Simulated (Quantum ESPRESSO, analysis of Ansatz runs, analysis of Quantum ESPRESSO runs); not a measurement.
**Reproducing a measured local vibrational mode: U centre (hydride ion on a halide site) in NaI (Quantum ESPRESSO)**

How near does this set-up come to the measured local vibrational mode? Subject: U centre (hydride ion on a halide site) in NaI. Set-up: PBE, GBRV 1.5 PBE, 32-site cell, PBE lattice, k: 2x2x2 shifted, the defect atoms alone displaced. The model is a cell of 32 host atoms with 1 I taken out and 1 H put in. The frequencies come from the force constants of the defect atoms alone, with every neighbour held at rest.

What was measured. Threefold local mode of H-: 426.8 cm⁻¹, by infrared absorption (4.2-77 K) (quoted in “Electronic Absorption and Internal and External Vibrational Data of Atomic and Molecular Ions Doped in Alkali Halide Crystals (NSRDS-NBS 52)”, 1974, S. C. Jain, A. V. R. Warrier, S. K. Agarwal, quoting earlier work (1969)). Threefold local mode of D-: 318.5 cm⁻¹, by infrared absorption (4.2-77 K) (quoted in “Electronic Absorption and Internal and External Vibrational Data of Atomic and Molecular Ions Doped in Alkali Halide Crystals (NSRDS-NBS 52)”, 1974, S. C. Jain, A. V. R. Warrier, S. K. Agarwal, quoting earlier work (1969)). The runs below try to reproduce this.

Method: Quantum ESPRESSO plane-wave DFT, PBE, GBRV 1.5 PBE potentials; relaxation of all atoms of a defect supercell, in Quantum ESPRESSO 7.5.

## (1) The starting structure

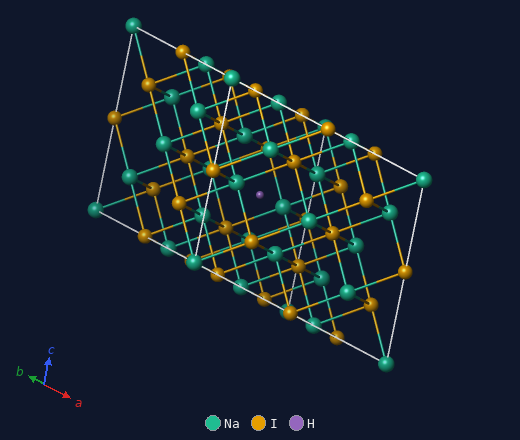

Start, viewed slightly off an axis; sodium teal, iodine orange, hydrogen purple. Some periodic images of atoms are drawn too.

The cell holds 32 atoms: 16 Na, 15 I and 1 H. Cell: a = 11.316 Å, b = 11.316 Å, c = 11.316 Å, α = 109.5°, β = 109.5°, γ = 109.5°. It derives from NaI (space group Fm-3m). Nearest the centre at fractional (0.500, 0.500, 0.500): H27 at 0.00 Å, Na10 at 3.27 Å, Na7 at 3.27 Å, Na6 at 3.27 Å, Na16 at 3.27 Å, Na12 at 3.27 Å, Na15 at 3.27 Å, I28 at 4.62 Å.

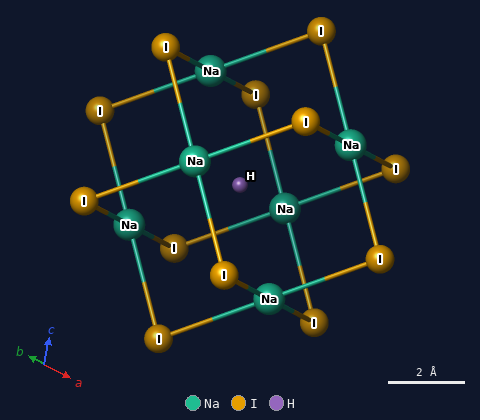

The atoms within 5 Å of the centre.

The host's primitive cell comes from a first run (Quantum ESPRESSO plane-wave DFT, PBE, GBRV 1.5 PBE potentials; relaxation of cell and atoms of a defect-free cell): vectors of 4.620, 4.620 and 4.620 Å. That is 34.86 Å³ an atom, 2.8 % over the diffraction cell's volume. The supercell is built on it.

## (2) Relaxation, charge 0

Every later number rests on the structure around the defect, so the atoms are relaxed at the host's lattice first.

Input file pw.in:

```
&CONTROL
  calculation = 'relax'
  prefix = 'pwscf'
  outdir = './tmp'
  pseudo_dir = './pseudo'
  tprnfor = .true.
  disk_io = 'low'
  nstep = 70
  forc_conv_thr = 0.00039
  etot_conv_thr = 0.0001
/
&SYSTEM
  ibrav = 0
  nat = 32
  ntyp = 3
  ecutwfc = 45
  ecutrho = 360
  nbnd = 129
  occupations = 'smearing'
  smearing = 'fd'
  degauss = 0.00073499
/
&ELECTRONS
  conv_thr = 3d-08
  electron_maxstep = 100
  mixing_beta = 0.5
/
&IONS
  ion_dynamics = 'bfgs'
/
ATOMIC_SPECIES
Na    22.9898 na_pbe_v1.5.uspp.F.UPF
I    126.9045 i_pbe_v1.uspp.F.UPF
H      1.0080 h_pbe_v1.4.uspp.F.UPF
CELL_PARAMETERS angstrom
  -6.5333657208    6.5333657208    6.5333657208
   6.5333657208   -6.5333657208    6.5333657208
   6.5333657208    6.5333657208   -6.5333657208
ATOMIC_POSITIONS crystal
Na     0.0000000000    0.0000000000    0.0000000000
Na     0.0000000000    0.2500000000    0.7500000000
Na     0.0000000000    0.5000000000    0.5000000000
Na     0.0000000000    0.7500000000    0.2500000000
Na     0.2500000000    0.0000000000    0.7500000000
Na     0.2500000000    0.2500000000    0.5000000000
Na     0.2500000000    0.5000000000    0.2500000000
Na     0.2500000000    0.7500000000    0.0000000000
Na     0.5000000000    0.0000000000    0.5000000000
Na     0.5000000000    0.2500000000    0.2500000000
Na     0.5000000000    0.5000000000    0.0000000000
Na     0.5000000000    0.7500000000    0.7500000000
Na     0.7500000000    0.0000000000    0.2500000000
Na     0.7500000000    0.2500000000    0.0000000000
Na     0.7500000000    0.5000000000    0.7500000000
Na     0.7500000000    0.7500000000    0.5000000000
I      0.0000000000    0.0000000000    0.5000000000
I      0.0000000000    0.2500000000    0.2500000000
I      0.0000000000    0.5000000000    0.0000000000
I      0.0000000000    0.7500000000    0.7500000000
I      0.2500000000    0.0000000000    0.2500000000
I      0.2500000000    0.2500000000    0.0000000000
I      0.2500000000    0.5000000000    0.7500000000
I      0.2500000000    0.7500000000    0.5000000000
I      0.5000000000    0.0000000000    0.0000000000
I      0.5000000000    0.2500000000    0.7500000000
H      0.5000000000    0.5000000000    0.5000000000
I      0.5000000000    0.7500000000    0.2500000000
I      0.7500000000    0.0000000000    0.7500000000
I      0.7500000000    0.2500000000    0.5000000000
I      0.7500000000    0.5000000000    0.2500000000
I      0.7500000000    0.7500000000    0.0000000000
K_POINTS automatic
2 2 2 1 1 1
```

Command:

```console
$ OMP_NUM_THREADS=1 mpirun -n 4 pw.x -nk 2 -in pw.in > pw.out
```

What it wrote:

```text
This program is part of the open-source Quantum ESPRESSO suite
     for quantum simulation of materials; please cite
         "P. Giannozzi et al., J. Phys.:Condens. Matter 21 395502 (2009);
         "P. Giannozzi et al., J. Phys.:Condens. Matter 29 465901 (2017);
         "P. Giannozzi et al., J. Chem. Phys. 152 154105 (2020);
          URL
     in publications or presentations arising from this work. More details at

     Message from routine setup:
     using ibrav=0 with symmetry is DISCOURAGED, use correct ibrav instead

     K-points division:     npool     =       2
     Subspace diagonalization in iterative solution of the eigenvalue problem:
     a serial algorithm will be used

     --------------------
     sticks:   dense  smooth     PW     G-vecs:    dense   smooth      PW
     Min        6179    3087    826               434402   153527   21169
     Max        6180    3088    827               434405   153530   21170
     Sum       12359    6175   1653               868807   307057   42339

     Using Slab Decomposition

     bravais-lattice index     =            0
     lattice parameter (alat)  =      21.3844  a.u.
     unit-cell volume          =    7527.7901 (a.u.)^3
     number of atoms/cell      =           32
     number of atomic types    =            3
     number of electrons       =       250.00
     number of Kohn-Sham states=          129
     kinetic-energy cutoff     =      45.0000  Ry
     charge density cutoff     =     360.0000  Ry
     scf convergence threshold =      3.0E-08
     mixing beta               =       0.5000
     number of iterations used =            8  plain     mixing
     energy convergence thresh.=      1.0E-04
     force convergence thresh. =      3.9E-04
     Exchange-correlation=  SLA  PW   PBX  PBC
                           (   1   4   3   4   0   0   0)
     nstep                     =           70

     celldm(1)=  21.384370  celldm(2)=   0.000000  celldm(3)=   0.000000
     celldm(4)=   0.000000  celldm(5)=   0.000000  celldm(6)=   0.000000

     crystal axes: (cart. coord. in units of alat)
               a(1) = (  -0.577350   0.577350   0.577350 )
               a(2) = (   0.577350  -0.577350   0.577350 )
               a(3) = (   0.577350   0.577350  -0.577350 )

     reciprocal axes: (cart. coord. in units 2 pi/alat)
               b(1) = ( -0.000000  0.866025  0.866025 )
               b(2) = (  0.866025 -0.000000  0.866025 )
               b(3) = (  0.866025  0.866025  0.000000 )

     PseudoPot. # 1 for Na read from file:
     na_pbe_v1.5.uspp.F.UPF
     Pseudo is Ultrasoft, Zval =  9.0
     Generated by new atomic code, or converted to UPF format
     Using radial grid of  819 points,  5 beta functions with:
                l(1) =   0
                l(2) =   0
                l(3) =   1
                l(4) =   1
                l(5) =   2
     Q(r) pseudized with  8 coefficients,  rinner =    1.250   1.250   1.250
                                                       1.250   1.250

     PseudoPot. # 2 for I  read from file:
     i_pbe_v1.uspp.F.UPF
     Pseudo is Ultrasoft + core correction, Zval =  7.0
     Generated by new atomic code, or converted to UPF format
     Using radial grid of  893 points,  6 beta functions with:
                l(1) =   0
                l(2) =   0
                l(3) =   1
                l(4) =   1
                l(5) =   2
                l(6) =   2
     Q(r) pseudized with  8 coefficients,  rinner =    1.500   1.500   1.500
                                                       1.500   1.500

     PseudoPot. # 3 for H  read from file:
     h_pbe_v1.4.uspp.F.UPF
     Pseudo is Ultrasoft, Zval =  1.0
     Generated by new atomic code, or converted to UPF format
     Using radial grid of  615 points,  2 beta functions with:
                l(1) =   0
                l(2) =   0
     Q(r) pseudized with  8 coefficients,  rinner =    0.700

     atomic species   valence    mass     pseudopotential
     Na                9.00    22.98980     Na( 1.00)
     I                 7.00   126.90450     I ( 1.00)
     H                 1.00     1.00800     H ( 1.00)

     48 Sym. Ops., with inversion, found (36 have fractional translation)

   Cartesian axes

     site n.     atom                  positions (alat units)
         1        Na     tau(   1) = (   0.0000000   0.0000000   0.0000000  )
         2        Na     tau(   2) = (   0.5773503   0.2886751  -0.2886751  )
         3        Na     tau(   3) = (   0.5773503   0.0000000   0.0000000  )
         4        Na     tau(   4) = (   0.5773503  -0.2886751   0.2886751  )
         5        Na     tau(   5) = (   0.2886751   0.5773503  -0.2886751  )
         6        Na     tau(   6) = (   0.2886751   0.2886751   0.0000000  )
         7        Na     tau(   7) = (   0.2886751   0.0000000   0.2886751  )
         8        Na     tau(   8) = (   0.2886751  -0.2886751   0.5773503  )
         9        Na     tau(   9) = (   0.0000000   0.5773503   0.0000000  )
        10        Na     tau(  10) = (   0.0000000   0.2886751   0.2886751  )
        11        Na     tau(  11) = (   0.0000000   0.0000000   0.5773503  )
        12        Na     tau(  12) = (   0.5773503   0.2886751   0.2886751  )
        13        Na     tau(  13) = (  -0.2886751   0.5773503   0.2886751  )
        14        Na     tau(  14) = (  -0.2886751   0.2886751   0.5773503  )
        15        Na     tau(  15) = (   0.2886751   0.5773503   0.2886751  )
        16        Na     tau(  16) = (   0.2886751   0.2886751   0.5773503  )
        17        I      tau(  17) = (   0.2886751   0.2886751  -0.2886751  )
        18        I      tau(  18) = (   0.2886751   0.0000000   0.0000000  )
        19        I      tau(  19) = (   0.2886751  -0.2886751   0.2886751  )
        20        I      tau(  20) = (   0.8660254  -0.0000000   0.0000000  )
        21        I      tau(  21) = (   0.0000000   0.2886751   0.0000000  )
        22        I      tau(  22) = (   0.0000000   0.0000000   0.2886751  )
        23        I      tau(  23) = (   0.5773503   0.2886751   0.0000000  )
        24        I      tau(  24) = (   0.5773503  -0.0000000   0.2886751  )
        25        I      tau(  25) = (  -0.2886751   0.2886751   0.2886751  )
        26        I      tau(  26) = (   0.2886751   0.5773503   0.0000000  )
        27        H      tau(  27) = (   0.2886751   0.2886751   0.2886751  )
        28        I      tau(  28) = (   0.2886751  -0.0000000   0.5773503  )
        29        I      tau(  29) = (  -0.0000000   0.8660254   0.0000000  )
[...]
Davidson diagonalization with overlap
     ethr =  1.31E-09,  avg # of iterations =  4.0

     total energy              =   -2514.23869199 Ry
     estimated scf accuracy    <       0.00000221 Ry

     iteration #  2     ecut=    45.00 Ry     beta= 0.50
     Davidson diagonalization with overlap
     ethr =  8.84E-10,  avg # of iterations =  5.0

     total energy              =   -2514.23869858 Ry
     estimated scf accuracy    <       0.00000042 Ry

[... 83 further cycles ...]
     iteration #  5     ecut=    45.00 Ry     beta= 0.50
     Davidson diagonalization with overlap
     ethr =  1.30E-11,  avg # of iterations =  3.0

     total energy              =   -2514.25312613 Ry
     estimated scf accuracy    <          3.0E-09 Ry

     iteration #  6     ecut=    45.00 Ry     beta= 0.50
     Davidson diagonalization with overlap
     ethr =  1.21E-12,  avg # of iterations =  3.0

     total energy              =   -2514.25312614 Ry
     estimated scf accuracy    <          5.0E-10 Ry

     iteration #  7     ecut=    45.00 Ry     beta= 0.50
     Davidson diagonalization with overlap
     ethr =  1.99E-13,  avg # of iterations =  4.0

     End of self-consistent calculation

          k = 0.4330 0.4330 0.4330 ( 38532 PWs)   bands (ev):

[...]
6.2263

          k = 0.0000 0.0000 0.4330 ( 38310 PWs)   bands (ev):

[...]
6.1043

     the Fermi energy is     2.8351 ev

!    total energy              =   -2514.25312614 Ry
     estimated scf accuracy    <          2.3E-11 Ry
     smearing contrib. (-TS)   =       0.00000000 Ry
     internal energy E=F+TS    =   -2514.25312614 Ry

     The total energy is F=E-TS. E is the sum of the following terms:
     one-electron contribution =   -1396.70660195 Ry
     hartree contribution      =     759.52255011 Ry
     xc contribution           =    -957.10476474 Ry
     ewald contribution        =    -919.96430956 Ry

     convergence has been achieved in   7 iterations

     Forces acting on atoms (cartesian axes, Ry/au):

[...]
Total force =     0.002554     Total SCF correction =     0.000025
     Energy error            =      5.4E-05 Ry
     Gradient error          =      5.1E-04 Ry/Bohr

     number of scf cycles    =  16
     number of bfgs steps    =  15

     energy             old  =   -2514.2530724256 Ry
     energy             new  =   -2514.2531261384 Ry

     CASE: energy            _new < energy            _old

     new trust radius        =       0.0085066547 bohr
     new conv_thr            =       0.0000000003 Ry

ATOMIC_POSITIONS (crystal)
[...]
NEW-OLD atomic charge density approx. for the potential

     Check: negative core charge=   -0.000001

     Self-consistent Calculation

     iteration #  1     ecut=    45.00 Ry     beta= 0.50
     Davidson diagonalization with overlap
     ethr =  1.00E-06,  avg # of iterations =  3.0

     Threshold (ethr) on eigenvalues was too large:
     Diagonalizing with lowered threshold

     Davidson diagonalization with overlap
     ethr =  3.60E-09,  avg # of iterations =  7.0

     total energy              =   -2514.25316733 Ry
     estimated scf accuracy    <       0.00002472 Ry

     iteration #  2     ecut=    45.00 Ry     beta= 0.50
     Davidson diagonalization with overlap
     ethr =  9.89E-09,  avg # of iterations =  2.0

     total energy              =   -2514.25317548 Ry
     estimated scf accuracy    <       0.00000510 Ry

     iteration #  3     ecut=    45.00 Ry     beta= 0.50
     Davidson diagonalization with overlap
     ethr =  2.04E-09,  avg # of iterations =  2.0

     total energy              =   -2514.25317680 Ry
     estimated scf accuracy    <       0.00000014 Ry

     iteration #  4     ecut=    45.00 Ry     beta= 0.50
     Davidson diagonalization with overlap
     ethr =  5.76E-11,  avg # of iterations =  5.0

     total energy              =   -2514.25317692 Ry
     estimated scf accuracy    <       0.00000007 Ry

     iteration #  5     ecut=    45.00 Ry     beta= 0.50
     Davidson diagonalization with overlap
     ethr =  2.95E-11,  avg # of iterations =  3.0

     total energy              =   -2514.25317696 Ry
     estimated scf accuracy    <          1.7E-09 Ry

     iteration #  6     ecut=    45.00 Ry     beta= 0.50
     Davidson diagonalization with overlap
     ethr =  6.97E-13,  avg # of iterations =  4.5

     total energy              =   -2514.25317696 Ry
     estimated scf accuracy    <          1.1E-09 Ry

     iteration #  7     ecut=    45.00 Ry     beta= 0.50
     Davidson diagonalization with overlap
     ethr =  4.36E-13,  avg # of iterations =  3.0

     End of self-consistent calculation

          k = 0.4330 0.4330 0.4330 ( 38532 PWs)   bands (ev):

[...]
6.2239

          k = 0.0000 0.0000 0.4330 ( 38310 PWs)   bands (ev):

[...]
-9.6530  -9.5432  -9.5432  -9.4952  -9.4807  -9.4695  -9.4693  -9.4693
    -9.4281  -9.4099  -9.4099  -9.3896  -9.1972  -9.1930  -9.1817  -0.6986
    -0.6358  -0.5354  -0.5354  -0.3881  -0.3816  -0.3816  -0.3131  -0.3131
    -0.3091  -0.2456  -0.0931  -0.0658  -0.0385  -0.0042  -0.0042   0.0333
     0.1515   0.1515   0.3721   0.3721   0.4043   0.5392   0.5970   0.6486
     0.6486   0.6700   0.6727   0.6922   0.6939   0.6939   0.7168   0.7658
     0.7779   0.7779   0.8920   0.8920   0.9262   0.9341   1.0082   1.0082
     1.0297   1.0510   1.1807   1.1807   1.6327   5.3898   6.0311   6.0636
     6.1031

     the Fermi energy is     2.8332 ev

!    total energy              =   -2514.25317697 Ry
     estimated scf accuracy    <          9.6E-12 Ry
     smearing contrib. (-TS)   =       0.00000000 Ry
     internal energy E=F+TS    =   -2514.25317697 Ry

     The total energy is F=E-TS. E is the sum of the following terms:
     one-electron contribution =   -1396.74673094 Ry
     hartree contribution      =     759.54277073 Ry
     xc contribution           =    -957.10538327 Ry
     ewald contribution        =    -919.94383349 Ry

     convergence has been achieved in   7 iterations

     Forces acting on atoms (cartesian axes, Ry/au):

[...]
atom   25 type  2   force =     0.00000000   -0.00000000    0.00000000
     atom   26 type  2   force =    -0.00000000   -0.00024239    0.00024239
     atom   27 type  3   force =     0.00000000   -0.00000000    0.00000000
     atom   28 type  2   force =    -0.00000000    0.00024239   -0.00024239
     atom   29 type  2   force =    -0.00024239    0.00000000   -0.00024239
     atom   30 type  2   force =     0.00024239   -0.00024239    0.00000000
     atom   31 type  2   force =     0.00024239    0.00000000   -0.00024239
     atom   32 type  2   force =    -0.00024239   -0.00024239   -0.00000000

     Total force =     0.001236     Total SCF correction =     0.000016
     Energy error            =      5.1E-05 Ry
     Gradient error          =      2.4E-04 Ry/Bohr

     bfgs converged in  17 scf cycles and  16 bfgs steps
     (criteria: energy <  1.0E-04 Ry, force <  3.9E-04 Ry/Bohr)

     End of BFGS Geometry Optimization

     Final energy             =   -2514.2531769666 Ry

     File ./tmp/pwscf.bfgs deleted, as requested
Begin final coordinates

ATOMIC_POSITIONS (crystal)
[...]
I                0.5000000000        0.0000000000       -0.0000000000
I                0.5000000000        0.2528207212        0.7471792788
H                0.5000000000        0.5000000000        0.5000000000
I                0.5000000000        0.7471792788        0.2528207212
I                0.7471792788       -0.0056414424        0.7471792788
I                0.7471792788        0.2528207212        0.5000000000
I                0.7471792788        0.5000000000        0.2528207212
I                0.7471792788        0.7471792788       -0.0056414424
End final coordinates

=------------------------------------------------------------------------------=
   JOB DONE.
=------------------------------------------------------------------------------=
```

It took 28 min on 4 MPI ranks of Arm Neoverse V2, shared host; peak memory 4.5 GiB.

[end of part 1 of 2]

[Logs are printed without paths, hosts, clocks, repeated set-up lines and the standing remarks that a program may print on its own settings, such as how far it seeks lower states.]

[Hosts, paths, dates, database ids (printed as entryN), source tags and the programs' standing remarks are cut or masked in the printed files.]

[For some hosts the program warned that the k-mesh of the response run may be too coarse for force constants and the static dielectric constant; such warnings are not shown here.]
